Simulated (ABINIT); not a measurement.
## Phonons q calculation of Ag

- system: Ag (1 atom in the cell)
- method: Kohn-Sham DFT of a periodic cell, LDA, JTH PAW LDA v2.0, no spin polarisation (ABINIT 10.8.3)

The structure derives from an entry of the Crystallography Open Database.

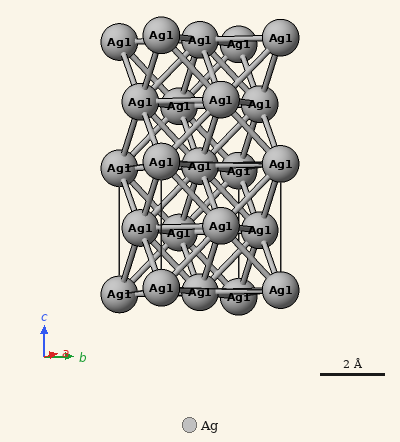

Figure 1. The structure (ball-and-stick view of the cell 4 times as large as that of the calculation, set on its symmetry axes, repeated 1 × 1 × 2, seen at an oblique angle; atoms are numbered from 1 in the order of the input). Near neighbours in the crystal (not all of them lie inside the picture): Ag has 12 Ag at 2.84 Å.

## Input
```
# Datasets
ndtset 2

# Pseudopotentials
pp_dirpath "./"
pseudos "Ag.LDA_PW-JTH.xml"

# Structure
acell 3*1.0 Angstrom
rprim
     0.0000000000     2.0047385600     2.0047385600
     2.0047385600     0.0000000000     2.0047385600
     2.0047385600     2.0047385600     0.0000000000
ntypat 1
znucl 47
natom 1
typat 1
chkprim 0
chksymtnons 0
tolsym 1.0e-6
xred
            0.0            0.0            0.0

# Plane-wave basis
ecut 17.0
pawecutdg 34.0
ecutsm 0.5

# k points
ngkpt 12 12 12
nshiftk 1
shiftk 0.0 0.0 0.0

# Exchange and correlation
ixc 7

# Bands and occupations
nband 14
occopt 7
tsmear 0.1 eV

# SCF cycle
nstep 80

# Output
prteig 0
prtebands 0
prtwf 0
prtden 0
prtpot 0

# Dataset 1: ground state
kptopt1 1
tolvrs1 1.0e-11
prtwf1 1
tolwfr1 1.0e-14
nbdbuf1 4
nline1 6

# Dataset 2: atomic displacements at q = 0.5 0.5 0.5
rfphon2 1
rfatpol2 1 1
rfdir2 1 1 1
getwfk2 1
kptopt2 3
nqpt2 1
qpt2 1/2 1/2 1/2
tolvrs2 1.0e-8
```

Hardware: 1 thread of Arm Neoverse V1, 24 GiB of memory available, shared host.

Run as:
```bash
abinit run.abi > log 2>&1
```

## The program's output
```
.Version 10.8.3 of ABINIT
 DATASET    1 : space group Fm -3 m (#225); Bravais cF (face-center cubic)
================================================================================
 Values of the parameters that define the memory need for DATASET  1.
     intxc =       0    ionmov =       0      iscf =      17    lmnmax =      18
     lnmax =       6     mgfft =      20  mpssoang =       3    mqgrid =    3001
     natom =       1  nloc_mem =       2    nspden =       1   nspinor =       1
    nsppol =       1      nsym =      48    n1xccc =       1    ntypat =       1
    occopt =       7   xclevel =       1
       mpw =         380          nfft =        8000          nkpt =          72
 PAW method is used; the additional fine FFT grid is defined by:
   mgfftf=        30    nfftf =     27000
================================================================================
================================================================================

 DATASET    2 : space group Fm -3 m (#225); Bravais cF (face-center cubic)
================================================================================
 Values of the parameters that define the memory need for DATASET  2 (RF).
     intxc =       0      iscf =       7    lmnmax =      18     lnmax =       6
     mgfft =      24  mpssoang =       3    mqgrid =    3001     natom =       1
  nloc_mem =       2    nspden =       1   nspinor =       1    nsppol =       1
      nsym =      48    n1xccc =       1    ntypat =       1    occopt =       7
   xclevel =       1
      nfft =       13824          nkpt =        1728
================================================================================
================================================================================

--------------------------------------------------------------------------------
------------- Echo of variables that govern the present computation ------------
--------------------------------------------------------------------------------
 -outvars: echo values of preprocessed input variables --------
            acell      1.8897261259E+00  1.8897261259E+00  1.8897261259E+00 Bohr
              amu      1.07868200E+02
          chkprim           0
      chksymtnons           0
             ecut      1.70000000E+01 Hartree
           ecutsm      5.00000000E-01 Hartree
           getwfk1          0
           getwfk2          1
             iscf1         17
             iscf2          7
                       outvar_i_n : Printing only first  50 k-points.
              ixc           7
           jdtset        1    2
                       outvar_i_n : Printing only first  50 k-points.
           kptopt1          1
           kptopt2          3
         kptrlatt       12    0    0      0   12    0      0    0   12
          kptrlen      6.42913959E+01
            natom           1
            nband1         14
            nband2         14
           nbdbuf1          4
           nbdbuf2          2
           ndtset           2
            ngfft1         20      20      20
            ngfft2         24      24      24
          ngfftdg          30      30      30
             nkpt1         72
             nkpt2       1728
            nline1          6
            nline2          4
             nqpt1          0
             nqpt2          1
            nstep          80
             nsym          48
           ntypat           1
                       prtocc : prtvol=0, do not print more k-points.
                       prtocc : prtvol=0, do not print more k-points.
           occopt           7
        optdriver1          0
        optdriver2          1
        pawecutdg      3.40000000E+01 Hartree
           prtden           0
        prtebands           0
           prteig           0
            prtwf1          1
            prtwf2          0
              qpt1     0.00000000E+00  0.00000000E+00  0.00000000E+00
              qpt2     5.00000000E-01  5.00000000E-01  5.00000000E-01
           rfphon1          0
           rfphon2          1
            rprim      0.0000000000E+00  2.0047385600E+00  2.0047385600E+00
                       2.0047385600E+00  0.0000000000E+00  2.0047385600E+00
                       2.0047385600E+00  2.0047385600E+00  0.0000000000E+00
          spgroup         225
           tolsym      1.00000000E-06
           tolvrs1     1.00000000E-11
           tolvrs2     1.00000000E-08
           tolwfr1     1.00000000E-14
           tolwfr2     0.00000000E+00
           tsmear      3.67493222E-03 Hartree
            typat      1
           useylm           1
                       outvars : Printing only first  50 k-points.
            znucl       47.00000

================================================================================

 chkinp: Checking input parameters for consistency, jdtset=   1.

 chkinp: Checking input parameters for consistency, jdtset=   2.

================================================================================
== DATASET  1 ==================================================================

--- !DatasetInfo
iteration_state: {dtset: 1, }
dimensions: {natom: 1, nkpt: 72, mband: 14, nsppol: 1, nspinor: 1, nspden: 1, mpw: 380, }
cutoff_energies: {ecut:  17.0, pawecutdg:  34.0, }
electrons: {nelect:   1.10000000E+01, charge:   0.00000000E+00, occopt:   7.00000000E+00, tsmear:   3.67493222E-03, }
meta: {optdriver: 0, ionmov: 0, optcell: 0, iscf: 17, paral_kgb: 0, }
...

 Exchange-correlation functional for the present dataset will be:
  LDA: Perdew-Wang 92 LSD fit to Ceperley-Alder data - ixc=7
  J.P.Perdew and Y.Wang, PRB 45, 13244 (1992)

 Real(R)+Recip(G) space primitive vectors, cartesian coordinates (Bohr,Bohr^-1):
 R(1)=  0.0000000  3.7884068  3.7884068  G(1)= -0.1319816  0.1319816  0.1319816
 R(2)=  3.7884068  0.0000000  3.7884068  G(2)=  0.1319816 -0.1319816  0.1319816
 R(3)=  3.7884068  3.7884068  0.0000000  G(3)=  0.1319816  0.1319816 -0.1319816
 Unit cell volume ucvol=  1.0874263E+02 bohr^3
 Angles (23,13,12)=  6.00000000E+01  6.00000000E+01  6.00000000E+01 degrees

 Coarse grid specifications (used for wave-functions):

 getcut: wavevector=  0.0000  0.0000  0.0000  ngfft=  20  20  20
         ecut(hartree)=     17.000   => boxcut(ratio)=   2.01126

 Fine grid specifications (used for densities):

 getcut: wavevector=  0.0000  0.0000  0.0000  ngfft=  30  30  30
         ecut(hartree)=     34.000   => boxcut(ratio)=   2.13564

--- Pseudopotential description ------------------------------------------------
- pspini: atom type   1  psp file is ./Ag.LDA_PW-JTH.xml
 Pseudopotential format is: paw10
 basis_size (lnmax)=  6 (lmn_size= 18), orbitals=   0   0   1   1   2   2
 Spheres core radius: rc_sph= 2.51516130
 Shapefunction is BESSEL type: shapef(r,l)=aa(1,l)*jl(q(1,l)*r)+aa(2,l)*jl(q(2,l)*r)
 Radius for shape functions =  2.20290272
 Compensation charge density is not taken into account in XC energy/potential

   4.37628162E+02                                ecore*ucvol(ha*bohr**3)
--------------------------------------------------------------------------------

================================================================================

--- !BeginCycle
iteration_state: {dtset: 1, }
solver: {iscf: 17, nstep: 80, nline: 6, wfoptalg: 10, }
tolerances: {tolwfr: 1.00E-14, tolvrs: 1.00E-11, }
...

     iter   Etot(hartree)      deltaE(h)  residm     nres2
 ETOT  1  -38.247375532228    -3.825E+01 1.231E+00 4.765E+00
 ETOT  2  -38.347555432834    -1.002E-01 5.563E-05 8.628E-01
 ETOT  3  -38.343830442377     3.725E-03 4.223E-04 7.808E-03
 ETOT  4  -38.343768372648     6.207E-05 2.329E-06 1.402E-03
 ETOT  5  -38.343763258465     5.114E-06 1.156E-06 1.318E-04
 ETOT  6  -38.343762886205     3.723E-07 4.659E-08 8.453E-07
 ETOT  7  -38.343762884305     1.900E-09 2.332E-10 8.915E-09
 ETOT  8  -38.343762884312    -7.070E-12 1.647E-11 1.169E-08
 ETOT  9  -38.343762884268     4.409E-11 5.317E-12 3.945E-11
 ETOT 10  -38.343762884268    -8.527E-14 1.404E-14 2.856E-13
 ETOT 11  -38.343762884268     7.105E-15 9.478E-15 3.612E-14

 At SCF step   11  max residual=  9.48E-15 < tolwfr=  1.00E-14 AND nres2   =  3.61E-14 < tolvrs=  1.00E-11 =>converged.

 Cartesian components of stress tensor (hartree/bohr^3)
  sigma(1 1)=  2.34084185E-05  sigma(3 2)=  0.00000000E+00
  sigma(2 2)=  2.34084185E-05  sigma(3 1)=  0.00000000E+00
  sigma(3 3)=  2.34084185E-05  sigma(2 1)=  0.00000000E+00

--- !ResultsGS
iteration_state: {dtset: 1, }
comment   : Summary of ground state results
lattice_vectors:
- [  0.0000000,   3.7884068,   3.7884068, ]
- [  3.7884068,   0.0000000,   3.7884068, ]
- [  3.7884068,   3.7884068,   0.0000000, ]
lattice_lengths: [   5.35762,    5.35762,    5.35762, ]
lattice_angles: [ 60.000,  60.000,  60.000, ] # degrees, (23, 13, 12)
lattice_volume:   1.0874263E+02
convergence: {deltae:  7.105E-15, res2:  3.612E-14, residm:  9.478E-15, diffor: null, }
etotal    :  -3.83437629E+01
entropy   :   0.00000000E+00
fermie    :   1.49063543E-01
cartesian_stress_tensor: # hartree/bohr^3
- [  2.34084185E-05,   0.00000000E+00,   0.00000000E+00, ]
- [  0.00000000E+00,   2.34084185E-05,   0.00000000E+00, ]
- [  0.00000000E+00,   0.00000000E+00,   2.34084185E-05, ]
pressure_GPa:  -6.8870E-01
xred      :
- [  0.0000E+00,   0.0000E+00,   0.0000E+00, Ag]
cartesian_forces: # hartree/bohr
- [ -0.00000000E+00,  -0.00000000E+00,  -0.00000000E+00, ]
force_length_stats: {min:   0.00000000E+00, max:   0.00000000E+00, mean:   0.00000000E+00, }
...

 Integrated electronic density in atomic spheres:
 ------------------------------------------------
 Atom  Sphere_radius  Integrated_density
    1        2.51516          9.86694490

================================================================================

 ----iterations are completed or convergence reached----

 Mean square residual over all n,k,spin=   11.079E-16; max=  94.780E-16
 reduced coordinates (array xred) for    1 atoms
       0.000000000000      0.000000000000      0.000000000000
 rms dE/dt=  0.0000E+00; max dE/dt=  0.0000E+00; dE/dt below (all hartree)
    1       0.000000000000      0.000000000000      0.000000000000

 cartesian coordinates (angstrom) at end:
    1      0.00000000000000     0.00000000000000     0.00000000000000

 cartesian forces (hartree/bohr) at end:
    1     -0.00000000000000    -0.00000000000000    -0.00000000000000
 frms,max,avg= 0.0000000E+00 0.0000000E+00   0.000E+00  0.000E+00  0.000E+00 h/b

 cartesian forces (eV/Angstrom) at end:
    1     -0.00000000000000    -0.00000000000000    -0.00000000000000
 frms,max,avg= 0.0000000E+00 0.0000000E+00   0.000E+00  0.000E+00  0.000E+00 e/A
 length scales=  1.889726125908  1.889726125908  1.889726125908 bohr
              =  1.000000000000  1.000000000000  1.000000000000 angstroms
 Fermi (or HOMO) energy (hartree) =   0.14906   Average Vxc (hartree)=  -0.47940
 Eigenvalues (hartree) for nkpt=  72  k points:
 kpt#   1, nband= 14, wtk=  0.00058, kpt=  0.0000  0.0000  0.0000 (reduced coord)
  -0.15210   -0.03054   -0.03054   -0.03054    0.01225    0.01225    0.77337    0.90828
   0.90828    0.90828    1.07793    1.12490    1.12490    1.12490
      occupation numbers for kpt#   1
   2.00000    2.00000    2.00000    2.00000    2.00000    2.00000    0.00000    0.00000
   0.00000    0.00000    0.00000    0.00000    0.00000    0.00000
 prteigrs : prtvol=0 or 1, do not print more k-points.

--- !EnergyTerms
iteration_state     : {dtset: 1, }
comment             : Components of total free energy in Hartree
kinetic             :  1.01071488160652E+01
hartree             :  5.66770439787350E+00
xc                  : -1.21749207197688E+01
Ewald energy        : -3.66096050070654E+01
psp_core            :  4.02443977599370E+00
local_psp           : -1.47583809399901E+01
PAW spherical_terms :  5.39991037032460E+00
internal            : -3.83437033065673E+01
'-kT*entropy'       : -5.96218737228944E-05
total_energy        : -3.83437629284411E+01
total_energy_eV     : -1.04338694317014E+03
...

--- !EnergyTermsDC
iteration_state     : {dtset: 1, }
comment             : '"Double-counting" decomposition of free energy'
band_energy         : -1.35031227854638E-01
Ewald energy        : -3.66096050070654E+01
psp_core            :  4.02443977599370E+00
xc_dc               : -1.38445996069586E+01
PAW spherical_terms :  8.22109280349027E+00
internal            : -3.83437032623947E+01
'-kT*entropy'       : -5.96218737228944E-05
total_energy_dc     : -3.83437628842684E+01
total_energy_dc_eV  : -1.04338694196814E+03
...

--- !EnergyTermsWithPAWCore
iteration_state     : {dtset: 1, }
comment             : 'Components of total free energy, including PAW core contributions'
Total energy        : -5.31127293760029E+03
Total energy DC     : -5.31127293755611E+03
Total energy (eV)   : -1.44527099362868E+05
Total energy DC (eV): -1.44527099361666E+05
...

 Cartesian components of stress tensor (hartree/bohr^3)
  sigma(1 1)=  2.34084185E-05  sigma(3 2)=  0.00000000E+00
  sigma(2 2)=  2.34084185E-05  sigma(3 1)=  0.00000000E+00
  sigma(3 3)=  2.34084185E-05  sigma(2 1)=  0.00000000E+00

-Cartesian components of stress tensor (GPa)         [Pressure= -6.8870E-01 GPa]
- sigma(1 1)=  6.88699449E-01  sigma(3 2)=  0.00000000E+00
- sigma(2 2)=  6.88699449E-01  sigma(3 1)=  0.00000000E+00
- sigma(3 3)=  6.88699449E-01  sigma(2 1)=  0.00000000E+00

================================================================================
== DATASET  2 ==================================================================

--- !DatasetInfo
iteration_state: {dtset: 2, }
dimensions: {natom: 1, nkpt: 1728, mband: 14, nsppol: 1, nspinor: 1, nspden: 1, mpw: 380, }
cutoff_energies: {ecut:  17.0, pawecutdg:  34.0, }
electrons: {nelect:   1.10000000E+01, charge:   0.00000000E+00, occopt:   7.00000000E+00, tsmear:   3.67493222E-03, }
meta: {optdriver: 1, rfphon: 1, }
...

 mkfilename : getwfk/=0, take file _WFK from output of DATASET   1.

 Exchange-correlation functional for the present dataset will be:
  LDA: Perdew-Wang 92 LSD fit to Ceperley-Alder data - ixc=7
  J.P.Perdew and Y.Wang, PRB 45, 13244 (1992)

 Real(R)+Recip(G) space primitive vectors, cartesian coordinates (Bohr,Bohr^-1):
 R(1)=  0.0000000  3.7884068  3.7884068  G(1)= -0.1319816  0.1319816  0.1319816
 R(2)=  3.7884068  0.0000000  3.7884068  G(2)=  0.1319816 -0.1319816  0.1319816
 R(3)=  3.7884068  3.7884068  0.0000000  G(3)=  0.1319816  0.1319816 -0.1319816
 Unit cell volume ucvol=  1.0874263E+02 bohr^3
 Angles (23,13,12)=  6.00000000E+01  6.00000000E+01  6.00000000E+01 degrees
 setup1 : take into account q-point for computing boxcut.

 Coarse grid specifications (used for wave-functions):

 getcut: wavevector=  0.5000  0.5000  0.5000  ngfft=  24  24  24
         ecut(hartree)=     17.000   => boxcut(ratio)=   2.31404

 getcut : COMMENT -
  Note that boxcut > 2.2 ; recall that boxcut=Gcut(box)/Gcut(sphere) = 2
  is sufficient for exact treatment of convolution.
  Such a large boxcut is a waste : you could raise ecut
  e.g. ecut=   22.757917 Hartrees makes boxcut=2

 Fine grid specifications (used for densities):

 getcut: wavevector=  0.5000  0.5000  0.5000  ngfft=  30  30  30
         ecut(hartree)=     34.000   => boxcut(ratio)=   2.06277
--------------------------------------------------------------------------------

 ==>  initialize data related to q vector <==

 The list of irreducible perturbations for this q vector is:
    1)    idir= 1    ipert=   1

================================================================================

 The perturbation idir=   2  ipert=   1 is
 symmetric of a previously calculated perturbation.
 So, its SCF calculation is not needed.

 The perturbation idir=   3  ipert=   1 is
 symmetric of a previously calculated perturbation.
 So, its SCF calculation is not needed.

--------------------------------------------------------------------------------
 Perturbation wavevector (in red.coord.)   0.500000  0.500000  0.500000
 Perturbation : displacement of atom   1   along direction   1
 Found     2 symmetries that leave the perturbation invariant.
 symkpt : the number of k-points, thanks to the symmetries,
 is reduced to   936 .

--------------------------------------------------------------------------------

--------------------------------------------------------------------------------

 dfpt_looppert : total number of electrons, from k and k+q
  fully or partially occupied states are    1.100000E+01 and    1.100000E+01.
 Initialisation of the first-order wave-functions :
  ireadwf=   0

--- !BeginCycle
iteration_state: {dtset: 2, }
solver: {iscf: 7, nstep: 80, nline: 4, wfoptalg: 10, }
tolerances: {tolvrs: 1.00E-08, }
...

     iter   2DEtotal(Ha)        deltaE(Ha) residm    vres2
-ETOT  1   1801.1640360982      9.742E+02 1.816E+01 1.427E+07
 ETOT  2   101.70721662697     -1.699E+03 8.809E+00 7.877E+05
 ETOT  3   3.2222531125330     -9.848E+01 1.979E+00 1.168E+03
 ETOT  4   3.0218987206396     -2.004E-01 1.446E-02 2.061E+02
 ETOT  5   2.9994963072426     -2.240E-02 5.076E-03 1.943E+01
 ETOT  6   2.9971110932337     -2.385E-03 5.437E-05 2.837E-01
 ETOT  7   2.9970714104201     -3.968E-05 9.017E-07 1.404E-02
 ETOT  8   2.9970696621198     -1.748E-06 4.150E-08 1.032E-03
 ETOT  9   2.9970695233155     -1.388E-07 1.891E-09 1.183E-05
 ETOT 10   2.9970695227711     -5.444E-10 6.663E-12 8.791E-06
 ETOT 11   2.9970695214863     -1.285E-09 1.214E-11 5.607E-07
 ETOT 12   2.9970695214285     -5.764E-11 1.342E-12 3.992E-10

 At SCF step   12       vres2   =  3.99E-10 < tolvrs=  1.00E-08 =>converged.
================================================================================

 ----iterations are completed or convergence reached----

 Mean square residual over all n,k,spin=   44.955E-16; max=  13.422E-13

 2DEtotal=    0.2997069521E+01 Ha. Also 2DEtotal=    0.815544163537E+02 eV
    (2DErelax=   -8.2392130056E+02 Ha. 2DEnonrelax=    8.2691837008E+02 Ha)
    (  non-var. 2DEtotal :    2.9971212991E+00 Ha)

================================================================================

 ---- first-order wavefunction calculations are completed ----

 ==> Compute Derivative Database <==

  Dynamical matrix, in cartesian coordinates,
   if specified in the inputs, asr has been imposed
     j1       j2             matrix element
  dir pert dir pert     real part    imaginary part

   1    1   1    1         0.0656621223         0.0000002375
   1    1   2    1         0.0387524471        -0.0000002375
   1    1   3    1         0.0387524471        -0.0000002375

   2    1   1    1         0.0387524471        -0.0000002375
   2    1   2    1         0.0656621223         0.0000002375
   2    1   3    1         0.0387524471        -0.0000002375

   3    1   1    1         0.0387524471        -0.0000002375
   3    1   2    1         0.0387524471        -0.0000002375
   3    1   3    1         0.0656621223         0.0000002375

  Phonon wavevector (reduced coordinates) :  0.50000  0.50000  0.50000
 Phonon energies in Hartree :
   3.699367E-04  3.699367E-04  8.532862E-04
 Phonon frequencies in cm-1    :
   8.119173E+01  8.119173E+01  1.872747E+02

== END DATASET(S) ==============================================================
================================================================================

 -outvars: echo values of variables after computation  --------
            acell      1.8897261259E+00  1.8897261259E+00  1.8897261259E+00 Bohr
           etotal1    -3.8343762884E+01
           etotal2     2.9970695214E+00
            fcart1    -0.0000000000E+00 -0.0000000000E+00 -0.0000000000E+00
            fcart2     0.0000000000E+00  0.0000000000E+00  0.0000000000E+00
            rprim      0.0000000000E+00  2.0047385600E+00  2.0047385600E+00
                       2.0047385600E+00  0.0000000000E+00  2.0047385600E+00
                       2.0047385600E+00  2.0047385600E+00  0.0000000000E+00
           strten1     2.3408418472E-05  2.3408418472E-05  2.3408418472E-05
                       0.0000000000E+00  0.0000000000E+00  0.0000000000E+00
           strten2     0.0000000000E+00  0.0000000000E+00  0.0000000000E+00
                       0.0000000000E+00  0.0000000000E+00  0.0000000000E+00
 Calculation completed.
```

## Results in brief

```csv
quantity,value
outcome,converged
space group (tolerance 0.01 Å),Fm-3m (225)
electrons treated,11
free energy,−1043.3869 eV
Fermi energy,4.056 eV
gap on the k-point mesh,none (metallic)
pressure,−0.69 GPa
largest force (length of the vector),under 0.001 eV/Å
wall time,3.4 min
peak memory,0.83 GiB
```

## Notes

The record of the run, not the program, notes: chneut/=0 not allowed with q/=0 => chneut reset to 0 locally; asr/=0 not allowed with q/=0 => asr reset to 0 locally.
